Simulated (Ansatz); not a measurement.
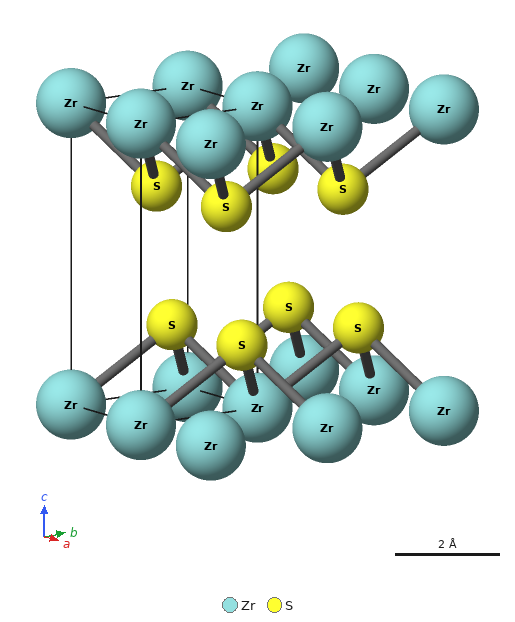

**Figure 1.** The starting structure (ball-and-stick view of the cell of the calculation, repeated 2 × 2 × 1, seen slightly off an axis). An atom can appear more than once, as a periodic image.

ZrS2: geometry relaxation (part 1 of 3)

System: ZrS2 (P-3m1, 3 atoms in the cell).
Method: DFT PBE, scalar-relativistic, plane waves, PAW, no spin polarisation (Ansatz 0.2.0).

The structure derives from an entry of the Crystallography Open Database.

**Log**
```
Engine: ansatz 0.2.0, x86_64-unknown-linux-gnu
Pseudopotentials: kind: paw
Pseudopotential: Zr, paw, valence charge 12, recommended cutoff 420 eV (normal), Zr.paw.azcp
Pseudopotential: S, paw, valence charge 6, recommended cutoff 420 eV (normal), S.paw.azcp
Functional definition: PBE
  parameter kappa = 0.804
  parameter beta = 0.06672455060314922
  exchange = pbe_x(kappa = kappa, mu = beta*pi^2/3)
  correlation = pbe_c(beta = beta)
Crystal: 3 atoms, lattice volume = 66.757 Å³
Basis set: ecut = 420 eV, 1303 PW (Γ), exchange–correlation on 50×50×80 points (8 copies of the dense FFT grid, shifted against one another)
Bands: 16, of which v1, the nominal top of the filled ones, is band 12 counted from 1 (11 counted from 0)
Symmetry: 12 space group operations
Space group: P-3m1 (ITA 164), of the structure as read, at distance tolerance 4.1e-5 Å
k-points: 100 of 864
Non-local potential: Zr, projectors of the file, l = 0: 3, l = 1: 2, l = 2: 2, l = 3: 2
Non-local potential: S, projectors of the file, l = 0: 2, l = 1: 2, l = 2: 2
PAW form: soft (Blöchl's): semilocal exchange-correlation on the pseudo side does not see the compensation charge
PAW one-centre angular grid: Zr, 590 points (default); XC on 64 Gauss nodes
PAW one-centre angular grid: S, 110 points (default); XC on 64 Gauss nodes
Initial density: superposition of atomic densities (neutral atoms: chi_scale 0, normalization atom), corrected by the library's trained network
Initial wavefunctions: pseudopotential atomic-orbital guess
Functional: x = pbe(κ = 0.804, μ = 0.2195149727645171), c = pbe(β = 0.06672455060314922)
SCF iter   1: F=—  HF=-5992.598983 eV  |F-HF|=—  |Δ(HF+E_count)|=         —  Δρ=1.36e-3  dr2=1.79e-3  ethr=1.77e-3  ⟨swp⟩=6.1  Hψ=9041  notcnv=0
preconditioner: auto → Resta (q_TF=auto, 2.301 Å⁻¹)  ε∞=6.3  [insulator: Δε(μ)=0.793 eV  Ē_g=7.874 eV  σ=0.020 eV  W_gap=1.00  n_scr=22 (ndim 8)  ℏωp=18.2 eV  f_vac=0.013  D(μ)=0.00/eV (n_scr^D=0)  ε∞_Penn≈6.3]
SCF iter   2: F=—  HF=-5992.598111 eV  |F-HF|=—  |Δ(HF+E_count)|=   8.73e-4  Δρ=7.00e-4  dr2=3.47e-4  ethr=7.44e-6  ⟨swp⟩=2.2  Hψ=3388  notcnv=0
SCF iter   3: F=—  HF=-5992.598300 eV  |F-HF|=—  |Δ(HF+E_count)|=   1.89e-4  Δρ=1.62e-4  dr2=1.51e-5  ethr=1.45e-6  ⟨swp⟩=2.0  Hψ=2202  notcnv=0
SCF iter   4: F=—  HF=-5992.598402 eV  |F-HF|=—  |Δ(HF+E_count)|=   1.02e-4  Δρ=4.93e-5  dr2=2.18e-6  ethr=6.31e-8  ⟨swp⟩=2.2  Hψ=2375  notcnv=0
SCF iter   5: F=—  HF=-5992.598404 eV  |F-HF|=—  |Δ(HF+E_count)|=   1.63e-6  Δρ=1.12e-5  dr2=1.53e-7  ethr=9.08e-9  ⟨swp⟩=2.0  Hψ=2261  notcnv=0
SCF iter   6: F=-5992.598404 eV  HF=-5992.598404 eV  |F-HF|=8.29e-9  |Δ(HF+E_count)|=   1.34e-7  Δρ=4.26e-6  dr2=2.66e-8  ethr=4.17e-10  ⟨swp⟩=4.3  Hψ=5723  notcnv=0
SCF 1 converged in 6 iterations: F = -5992.598404 eV  dr2 = 2.66e-8
  greatest PAW one-centre occupation: 0.995 electrons in one spin orbital (limit 2), on the Zr atom at site 0 (counted from 0), in its partial waves of l = 0
relax step   1: F+E_penalty+E_count = -5992.59840390 eV  Δ(F+E_penalty+E_count) = +0.000e0 eV  max|allowed force component| = 9.406e-2 eV/Å  Δτ_max = 0.0000 Å  P = +3.005 GPa  Ω = 66.757 Å³  (6 SCF iters, dr2 threshold 1.00e-7 eV, accepted)
Crystal: 3 atoms, lattice volume = 74.867 Å³
Basis set: ecut = 420 eV, 1461 PW (Γ), exchange–correlation on 50×50×80 points (8 copies of the dense FFT grid, shifted against one another)
Initial density: handed on by an earlier stage of this run
Initial wavefunctions: those handed on with the density
iter 1 solved again at ethr=8.58e-4 eV; its pass at ethr=3.10e-3 eV (dr2=2.06e-1 eV) is discarded
SCF iter   1: F=—  HF=-5992.666873 eV  |F-HF|=—  |Δ(HF+E_count)|=         —  Δρ=8.65e-3  dr2=2.08e-1  ethr=8.58e-4  ⟨swp⟩=1.0  Hψ=11361  notcnv=0
preconditioner: auto → Resta (q_TF=auto, 2.257 Å⁻¹)  ε∞=5.9  [insulator: Δε(μ)=1.318 eV  Ē_g=7.728 eV  σ=0.020 eV  W_gap=1.00  n_scr=22 (ndim 8)  ℏωp=17.2 eV  f_vac=0.089  D(μ)=0.00/eV (n_scr^D=0)  ε∞_Penn≈5.9]
SCF iter   2: F=—  HF=-5992.625113 eV  |F-HF|=—  |Δ(HF+E_count)|=   4.18e-2  Δρ=3.98e-3  dr2=3.22e-2  ethr=8.58e-4  ⟨swp⟩=2.0  Hψ=2357  notcnv=0
SCF iter   3: F=—  HF=-5992.617254 eV  |F-HF|=—  |Δ(HF+E_count)|=   7.86e-3  Δρ=1.45e-3  dr2=5.98e-3  ethr=1.34e-4  ⟨swp⟩=2.1  Hψ=2519  notcnv=0
SCF iter   4: F=—  HF=-5992.616816 eV  |F-HF|=—  |Δ(HF+E_count)|=   4.38e-4  Δρ=6.64e-4  dr2=6.41e-4  ethr=2.49e-5  ⟨swp⟩=2.0  Hψ=2454  notcnv=0
SCF iter   5: F=—  HF=-5992.617256 eV  |F-HF|=—  |Δ(HF+E_count)|=   4.40e-4  Δρ=1.68e-4  dr2=2.44e-5  ethr=2.67e-6  ⟨swp⟩=2.0  Hψ=2664  notcnv=0
SCF iter   6: F=—  HF=-5992.617316 eV  |F-HF|=—  |Δ(HF+E_count)|=   5.97e-5  Δρ=2.27e-5  dr2=5.15e-7  ethr=1.01e-7  ⟨swp⟩=2.0  Hψ=2338  notcnv=0
SCF iter   7: F=-5992.617318 eV  HF=-5992.617318 eV  |F-HF|=1.24e-7  |Δ(HF+E_count)|=   1.99e-6  Δρ=5.54e-6  dr2=3.80e-8  ethr=1.25e-9  ⟨swp⟩=6.1  Hψ=7169  notcnv=0
SCF 2 converged in 7 iterations: F = -5992.617318 eV  dr2 = 3.80e-8
relax step   2: F+E_penalty+E_count = -5992.61731792 eV  Δ(F+E_penalty+E_count) = -1.891e-2 eV  max|allowed force component| = 1.983e-1 eV/Å  Δτ_max = 0.1283 Å  P = -0.558 GPa  Ω = 74.867 Å³  energy of the carried Pulay correction = -8.208e-4 eV  (7 SCF iters, dr2 threshold 3.00e-7 eV, accepted)
Crystal: 3 atoms, lattice volume = 73.201 Å³
Basis set: ecut = 420 eV, 1401 PW (Γ), exchange–correlation on 50×50×80 points (8 copies of the dense FFT grid, shifted against one another)
iter 1 solved again at ethr=6.18e-5 eV; its pass at ethr=3.10e-3 eV (dr2=1.48e-2 eV) is discarded
SCF iter   1: F=—  HF=-5992.646546 eV  |F-HF|=—  |Δ(HF+E_count)|=         —  Δρ=2.58e-3  dr2=1.59e-2  ethr=6.18e-5  ⟨swp⟩=1.0  Hψ=11378  notcnv=0
preconditioner: auto → Resta (q_TF=auto, 2.266 Å⁻¹)  ε∞=6.1  [insulator: Δε(μ)=1.062 eV  Ē_g=7.658 eV  σ=0.020 eV  W_gap=1.00  n_scr=22 (ndim 8)  ℏωp=17.4 eV  f_vac=0.044  D(μ)=0.00/eV (n_scr^D=0)  ε∞_Penn≈6.1]
SCF iter   2: F=—  HF=-5992.643757 eV  |F-HF|=—  |Δ(HF+E_count)|=   2.79e-3  Δρ=1.17e-3  dr2=1.79e-3  ethr=6.18e-5  ⟨swp⟩=2.0  Hψ=2441  notcnv=0
SCF iter   3: F=—  HF=-5992.643441 eV  |F-HF|=—  |Δ(HF+E_count)|=   3.16e-4  Δρ=5.11e-4  dr2=4.27e-4  ethr=7.47e-6  ⟨swp⟩=2.4  Hψ=2220  notcnv=0
SCF iter   4: F=—  HF=-5992.643413 eV  |F-HF|=—  |Δ(HF+E_count)|=   2.79e-5  Δρ=1.66e-4  dr2=3.45e-5  ethr=1.78e-6  ⟨swp⟩=2.1  Hψ=2077  notcnv=0
SCF iter   5: F=—  HF=-5992.643484 eV  |F-HF|=—  |Δ(HF+E_count)|=   7.09e-5  Δρ=3.98e-5  dr2=1.43e-6  ethr=1.44e-7  ⟨swp⟩=2.0  Hψ=2302  notcnv=0
SCF iter   6: F=-5992.643487 eV  HF=-5992.643487 eV  |F-HF|=5.63e-8  |Δ(HF+E_count)|=   2.74e-6  Δρ=5.60e-6  dr2=2.67e-8  ethr=1.25e-9  ⟨swp⟩=6.2  Hψ=7417  notcnv=0
SCF 3 converged in 6 iterations: F = -5992.643487 eV  dr2 = 2.67e-8
relax step   3: F+E_penalty+E_count = -5992.64348670 eV  Δ(F+E_penalty+E_count) = -2.617e-2 eV  max|allowed force component| = 2.316e-2 eV/Å  Δτ_max = 0.0357 Å  P = -0.219 GPa  Ω = 73.201 Å³  energy of the carried Pulay correction = -6.599e-4 eV  (6 SCF iters, dr2 threshold 3.00e-7 eV, accepted)
Crystal: 3 atoms, lattice volume = 73.749 Å³
Basis set: ecut = 420 eV, 1449 PW (Γ), exchange–correlation on 50×50×80 points (8 copies of the dense FFT grid, shifted against one another)
iter 1 solved again at ethr=2.67e-6 eV; its pass at ethr=3.10e-3 eV (dr2=6.42e-4 eV) is discarded
SCF iter   1: F=—  HF=-5992.647299 eV  |F-HF|=—  |Δ(HF+E_count)|=         —  Δρ=1.00e-3  dr2=7.21e-4  ethr=2.67e-6  ⟨swp⟩=2.0  Hψ=12457  notcnv=0
preconditioner: auto → Resta (q_TF=auto, 2.263 Å⁻¹)  ε∞=6.0  [insulator: Δε(μ)=1.083 eV  Ē_g=7.704 eV  σ=0.020 eV  W_gap=1.00  n_scr=22 (ndim 8)  ℏωp=17.3 eV  f_vac=0.065  D(μ)=0.00/eV (n_scr^D=0)  ε∞_Penn≈6.0]
SCF iter   2: F=—  HF=-5992.647258 eV  |F-HF|=—  |Δ(HF+E_count)|=   4.09e-5  Δρ=4.80e-4  dr2=1.22e-4  ethr=2.67e-6  ⟨swp⟩=2.8  Hψ=2389  notcnv=0
SCF iter   3: F=—  HF=-5992.647312 eV  |F-HF|=—  |Δ(HF+E_count)|=   5.41e-5  Δρ=1.85e-4  dr2=2.50e-5  ethr=5.10e-7  ⟨swp⟩=2.0  Hψ=2385  notcnv=0
SCF iter   4: F=—  HF=-5992.647326 eV  |F-HF|=—  |Δ(HF+E_count)|=   1.38e-5  Δρ=3.49e-5  dr2=2.05e-6  ethr=1.04e-7  ⟨swp⟩=2.0  Hψ=2270  notcnv=0
SCF iter   5: F=-5992.647328 eV  HF=-5992.647328 eV  |F-HF|=1.28e-7  |Δ(HF+E_count)|=   2.02e-6  Δρ=9.08e-6  dr2=1.04e-7  ethr=1.25e-9  ⟨swp⟩=6.1  Hψ=7348  notcnv=0
SCF 4 converged in 5 iterations: F = -5992.647328 eV  dr2 = 1.04e-7
relax step   4: F+E_penalty+E_count = -5992.64732822 eV  Δ(F+E_penalty+E_count) = -3.842e-3 eV  max|allowed force component| = 3.279e-3 eV/Å  Δτ_max = 0.0157 Å  P = +0.195 GPa  Ω = 73.749 Å³  energy of the carried Pulay correction = -7.133e-4 eV  (5 SCF iters, dr2 threshold 3.00e-7 eV, accepted)
Crystal: 3 atoms, lattice volume = 75.014 Å³
Basis set: ecut = 420 eV, 1485 PW (Γ), exchange–correlation on 50×50×80 points (8 copies of the dense FFT grid, shifted against one another)
iter 1 solved again at ethr=1.13e-5 eV; its pass at ethr=3.10e-3 eV (dr2=2.71e-3 eV) is discarded
SCF iter   1: F=—  HF=-5992.649495 eV  |F-HF|=—  |Δ(HF+E_count)|=         —  Δρ=1.17e-3  dr2=2.63e-3  ethr=1.13e-5  ⟨swp⟩=2.0  Hψ=11499  notcnv=0
preconditioner: auto → Resta (q_TF=auto, 2.256 Å⁻¹)  ε∞=6.0  [insulator: Δε(μ)=1.083 eV  Ē_g=7.697 eV  σ=0.020 eV  W_gap=1.00  n_scr=22 (ndim 8)  ℏωp=17.1 eV  f_vac=0.084  D(μ)=0.00/eV (n_scr^D=0)  ε∞_Penn≈6.0]
SCF iter   2: F=—  HF=-5992.649029 eV  |F-HF|=—  |Δ(HF+E_count)|=   4.65e-4  Δρ=6.04e-4  dr2=5.78e-4  ethr=1.09e-5  ⟨swp⟩=2.4  Hψ=2152  notcnv=0
SCF iter   3: F=—  HF=-5992.648940 eV  |F-HF|=—  |Δ(HF+E_count)|=   8.90e-5  Δρ=1.80e-4  dr2=8.87e-5  ethr=2.41e-6  ⟨swp⟩=2.0  Hψ=2234  notcnv=0
SCF iter   4: F=—  HF=-5992.648941 eV  |F-HF|=—  |Δ(HF+E_count)|=   1.05e-6  Δρ=8.35e-5  dr2=1.04e-5  ethr=3.69e-7  ⟨swp⟩=2.2  Hψ=2081  notcnv=0
SCF iter   5: F=—  HF=-5992.648950 eV  |F-HF|=—  |Δ(HF+E_count)|=   9.03e-6  Δρ=2.27e-5  dr2=4.80e-7  ethr=4.35e-8  ⟨swp⟩=2.0  Hψ=2391  notcnv=0
SCF iter   6: F=-5992.648952 eV  HF=-5992.648951 eV  |F-HF|=4.39e-8  |Δ(HF+E_count)|=   9.88e-7  Δρ=3.73e-6  dr2=1.32e-8  ethr=1.23e-9  ⟨swp⟩=5.8  Hψ=7026  notcnv=0
SCF 5 converged in 6 iterations: F = -5992.648952 eV  dr2 = 1.32e-8
relax step   5: F+E_penalty+E_count = -5992.64895151 eV  Δ(F+E_penalty+E_count) = -1.623e-3 eV  max|allowed force component| = 7.045e-2 eV/Å  Δτ_max = 0.0164 Å  P = -0.191 GPa  Ω = 75.014 Å³  energy of the carried Pulay correction = -8.348e-4 eV  (6 SCF iters, dr2 threshold 2.96e-7 eV, accepted)
Crystal: 3 atoms, lattice volume = 76.601 Å³
Basis set: ecut = 420 eV, 1533 PW (Γ), exchange–correlation on 50×50×80 points (8 copies of the dense FFT grid, shifted against one another)
iter 1 solved again at ethr=1.50e-5 eV; its pass at ethr=3.10e-3 eV (dr2=3.59e-3 eV) is discarded
SCF iter   1: F=—  HF=-5992.651210 eV  |F-HF|=—  |Δ(HF+E_count)|=         —  Δρ=1.59e-3  dr2=3.48e-3  ethr=1.50e-5  ⟨swp⟩=1.3  Hψ=11338  notcnv=0
preconditioner: auto → Resta (q_TF=auto, 2.248 Å⁻¹)  ε∞=5.9  [insulator: Δε(μ)=1.105 eV  Ē_g=7.703 eV  σ=0.020 eV  W_gap=1.00  n_scr=22 (ndim 8)  ℏωp=17.0 eV  f_vac=0.116  D(μ)=0.00/eV (n_scr^D=0)  ε∞_Penn≈5.9]
SCF iter   2: F=—  HF=-5992.650578 eV  |F-HF|=—  |Δ(HF+E_count)|=   6.32e-4  Δρ=8.32e-4  dr2=9.84e-4  ethr=1.45e-5  ⟨swp⟩=2.0  Hψ=2109  notcnv=0
SCF iter   3: F=—  HF=-5992.650406 eV  |F-HF|=—  |Δ(HF+E_count)|=   1.72e-4  Δρ=1.88e-4  dr2=1.02e-4  ethr=4.10e-6  ⟨swp⟩=2.0  Hψ=2228  notcnv=0
SCF iter   4: F=—  HF=-5992.650505 eV  |F-HF|=—  |Δ(HF+E_count)|=   9.93e-5  Δρ=1.07e-4  dr2=1.79e-5  ethr=4.23e-7  ⟨swp⟩=2.0  Hψ=2160  notcnv=0
SCF iter   5: F=—  HF=-5992.650513 eV  |F-HF|=—  |Δ(HF+E_count)|=   7.83e-6  Δρ=3.58e-5  dr2=1.49e-6  ethr=7.47e-8  ⟨swp⟩=2.0  Hψ=2391  notcnv=0
SCF iter   6: F=-5992.650515 eV  HF=-5992.650515 eV  |F-HF|=1.05e-7  |Δ(HF+E_count)|=   1.62e-6  Δρ=5.47e-6  dr2=2.75e-8  ethr=1.25e-9  ⟨swp⟩=6.1  Hψ=7250  notcnv=0
SCF 6 converged in 6 iterations: F = -5992.650515 eV  dr2 = 2.75e-8
  greatest PAW one-centre occupation: 0.996 electrons in one spin orbital (limit 2), on the Zr atom at site 0 (counted from 0), in its partial waves of l = 0
relax step   6: F+E_penalty+E_count = -5992.65051468 eV  Δ(F+E_penalty+E_count) = -1.563e-3 eV  max|allowed force component| = 5.157e-4 eV/Å  Δτ_max = 0.0330 Å  P = +0.065 GPa  Ω = 76.601 Å³  energy of the carried Pulay correction = -9.843e-4 eV  (6 SCF iters, dr2 threshold 3.00e-7 eV, accepted)
Crystal: 3 atoms, lattice volume = 76.870 Å³
iter 1 solved again at ethr=6.02e-7 eV; its pass at ethr=3.10e-3 eV (dr2=1.44e-4 eV) is discarded
SCF iter   1: F=—  HF=-5992.650504 eV  |F-HF|=—  |Δ(HF+E_count)|=         —  Δρ=2.35e-4  dr2=1.38e-4  ethr=6.02e-7  ⟨swp⟩=2.5  Hψ=10846  notcnv=0
preconditioner: auto → Resta (q_TF=auto, 2.247 Å⁻¹)  ε∞=5.8  [insulator: Δε(μ)=1.116 eV  Ē_g=7.699 eV  σ=0.020 eV  W_gap=1.00  n_scr=22 (ndim 8)  ℏωp=16.9 eV  f_vac=0.114  D(μ)=0.00/eV (n_scr^D=0)  ε∞_Penn≈5.8]
SCF iter   2: F=—  HF=-5992.650478 eV  |F-HF|=—  |Δ(HF+E_count)|=   2.59e-5  Δρ=1.16e-4  dr2=2.59e-5  ethr=5.76e-7  ⟨swp⟩=2.3  Hψ=2050  notcnv=0
SCF iter   3: F=—  HF=-5992.650558 eV  |F-HF|=—  |Δ(HF+E_count)|=   7.94e-5  Δρ=3.93e-5  dr2=5.19e-6  ethr=1.08e-7  ⟨swp⟩=2.0  Hψ=2153  notcnv=0
SCF iter   4: F=—  HF=-5992.650557 eV  |F-HF|=—  |Δ(HF+E_count)|=   1.14e-6  Δρ=1.88e-5  dr2=6.23e-7  ethr=2.16e-8  ⟨swp⟩=2.0  Hψ=2067  notcnv=0
SCF iter   5: F=—  HF=-5992.650557 eV  |F-HF|=—  |Δ(HF+E_count)|=   4.28e-7  Δρ=5.44e-6  dr2=2.45e-8  ethr=2.59e-9  ⟨swp⟩=2.0  Hψ=2388  notcnv=0
SCF iter   6: F=-5992.650557 eV  HF=-5992.650557 eV  |F-HF|=1.92e-9  |Δ(HF+E_count)|=   4.92e-8  Δρ=8.54e-7  dr2=7.34e-10  ethr=4.97e-11  ⟨swp⟩=5.0  Hψ=5478  notcnv=0
SCF 7 converged in 6 iterations: F = -5992.650557 eV  dr2 = 7.34e-10
relax step   7: F+E_penalty+E_count = -5992.65055703 eV  Δ(F+E_penalty+E_count) = -4.235e-5 eV  max|allowed force component| = 8.606e-3 eV/Å  Δτ_max = 0.0034 Å  P = -0.013 GPa  Ω = 76.870 Å³  energy of the carried Pulay correction = -1.009e-3 eV  (6 SCF iters, dr2 threshold 1.19e-8 eV, accepted)
Crystal: 3 atoms, lattice volume = 77.329 Å³
iter 1 solved again at ethr=1.37e-6 eV; its pass at ethr=3.10e-3 eV (dr2=3.29e-4 eV) is discarded
SCF iter   1: F=—  HF=-5992.650589 eV  |F-HF|=—  |Δ(HF+E_count)|=         —  Δρ=4.30e-4  dr2=3.06e-4  ethr=1.37e-6  ⟨swp⟩=2.2  Hψ=10955  notcnv=0
preconditioner: auto → Resta (q_TF=auto, 2.245 Å⁻¹)  ε∞=5.8  [insulator: Δε(μ)=1.121 eV  Ē_g=7.698 eV  σ=0.020 eV  W_gap=1.00  n_scr=22 (ndim 8)  ℏωp=16.9 eV  f_vac=0.122  D(μ)=0.00/eV (n_scr^D=0)  ε∞_Penn≈5.8]
SCF iter   2: F=—  HF=-5992.650532 eV  |F-HF|=—  |Δ(HF+E_count)|=   5.72e-5  Δρ=2.23e-4  dr2=7.78e-5  ethr=1.27e-6  ⟨swp⟩=2.2  Hψ=2043  notcnv=0
SCF iter   3: F=—  HF=-5992.650568 eV  |F-HF|=—  |Δ(HF+E_count)|=   3.56e-5  Δρ=6.07e-5  dr2=1.16e-5  ethr=3.24e-7  ⟨swp⟩=2.1  Hψ=2248  notcnv=0
SCF iter   4: F=—  HF=-5992.650569 eV  |F-HF|=—  |Δ(HF+E_count)|=   1.09e-6  Δρ=3.00e-5  dr2=1.56e-6  ethr=4.82e-8  ⟨swp⟩=2.2  Hψ=2105  notcnv=0
SCF iter   5: F=—  HF=-5992.650570 eV  |F-HF|=—  |Δ(HF+E_count)|=   1.03e-6  Δρ=9.62e-6  dr2=9.40e-8  ethr=6.51e-9  ⟨swp⟩=2.0  Hψ=2382  notcnv=0
SCF iter   6: F=-5992.650570 eV  HF=-5992.650570 eV  |F-HF|=7.42e-9  |Δ(HF+E_count)|=   1.41e-7  Δρ=1.47e-6  dr2=1.80e-9  ethr=1.93e-11  ⟨swp⟩=3.9  Hψ=6854  notcnv=0
SCF 8 converged in 6 iterations: F = -5992.650570 eV  dr2 = 1.80e-9
relax step   8: F+E_penalty+E_count = -5992.65057009 eV  Δ(F+E_penalty+E_count) = -1.307e-5 eV  max|allowed force component| = 1.801e-3 eV/Å  Δτ_max = 0.0083 Å  P = +0.006 GPa  Ω = 77.329 Å³  energy of the carried Pulay correction = -1.052e-3 eV  (6 SCF iters, dr2 threshold 4.63e-9 eV, accepted)
Basis set: ecut = 420 eV, 1533 PW (Γ), exchange–correlation on 50×50×90 points (8 copies of the dense FFT grid, shifted against one another)
Initial wavefunctions: pseudopotential atomic-orbital guess (no wavefunctions were taken with the density)
iter 1 solved again at ethr=1.23e-7 eV; its pass at ethr=3.10e-3 eV (dr2=2.95e-5 eV) is discarded
SCF iter   1: F=—  HF=-5992.653024 eV  |F-HF|=—  |Δ(HF+E_count)|=         —  Δρ=1.76e-4  dr2=2.60e-6  ethr=1.23e-7  ⟨swp⟩=3.2  Hψ=13853  notcnv=0
preconditioner: auto → Resta (q_TF=auto, 2.245 Å⁻¹)  ε∞=5.8  [insulator: Δε(μ)=1.123 eV  Ē_g=7.697 eV  σ=0.020 eV  W_gap=1.00  n_scr=22 (ndim 8)  ℏωp=16.9 eV  f_vac=0.121  D(μ)=0.00/eV (n_scr^D=0)  ε∞_Penn≈5.8]
SCF iter   2: F=—  HF=-5992.653121 eV  |F-HF|=—  |Δ(HF+E_count)|=   9.67e-5  Δρ=9.31e-5  dr2=7.18e-7  ethr=1.08e-8  ⟨swp⟩=2.3  Hψ=2628  notcnv=0
SCF iter   3: F=—  HF=-5992.653130 eV  |F-HF|=—  |Δ(HF+E_count)|=   9.26e-6  Δρ=3.49e-6  dr2=5.79e-9  ethr=2.99e-9  ⟨swp⟩=2.0  Hψ=2699  notcnv=0
SCF iter   4: F=—  HF=-5992.653130 eV  |F-HF|=—  |Δ(HF+E_count)|=   2.89e-9  Δρ=1.04e-6  dr2=9.53e-10  ethr=2.41e-11  ⟨swp⟩=2.1  Hψ=2771  notcnv=0
SCF iter   5: F=—  HF=-5992.653130 eV  |F-HF|=—  |Δ(HF+E_count)|=  4.06e-10  Δρ=4.50e-7  dr2=1.91e-10  ethr=3.97e-12  ⟨swp⟩=2.1  Hψ=1930  notcnv=0
SCF iter   6: F=-5992.653130 eV  HF=-5992.653130 eV  |F-HF|=4.55e-12  |Δ(HF+E_count)|=  1.19e-10  Δρ=1.19e-7  dr2=1.79e-11  ethr=1.00e-12  ⟨swp⟩=5.0  Hψ=8068  notcnv=0
SCF 9 converged in 6 iterations: F = -5992.653130 eV  dr2 = 1.79e-11
relax step   9: F+E_penalty+E_count = -5992.65313005 eV  Δ(F+E_penalty+E_count) = -2.560e-3 eV  max|allowed force component| = 1.010e-3 eV/Å  Δτ_max = 0.0000 Å  P = +0.041 GPa  Ω = 77.329 Å³  stress off target by 9.24e-2 GPa  SCF on the basis re-selected at this cell (its energy is not comparable with the rows above)  (6 SCF iters)
basis re-selected at this cell: Δ(F+E_penalty+E_count) = -2.560e-3 eV, ΔP = +0.036 GPa vs the last step (what re-selecting the basis moved, of the pressure what is left beyond the Pulay correction that the steps carried, after the strain that the cell walked since its last selection, with what the two solves' SCF thresholds leave and, on support functions, any second-order correction that the steps lacked; it is no measure of the basis error at this ecutwfc). The dense FFT grid was sized anew with the basis: this SCF ran on 25×25×45 points, the steps before it on 25×25×40, so part of this shift can come from that change (see relax.cell in the input reference). This SCF's stress stands 9.24e-2 GPa from its target on what of the cell is left free (relax.cell.stress_tol is 5.00e-2 GPa) and its largest allowed force component is 1.01e-3 eV/Å (relax.f_tol is 5.00e-3 eV/Å): not within both, so this SCF does not close the relaxation
Crystal: 3 atoms, lattice volume = 78.424 Å³
Basis set: ecut = 420 eV, 1535 PW (Γ), exchange–correlation on 50×50×90 points (8 copies of the dense FFT grid, shifted against one another)
iter 1 solved again at ethr=7.15e-6 eV; its pass at ethr=3.10e-3 eV (dr2=1.71e-3 eV) is discarded
```
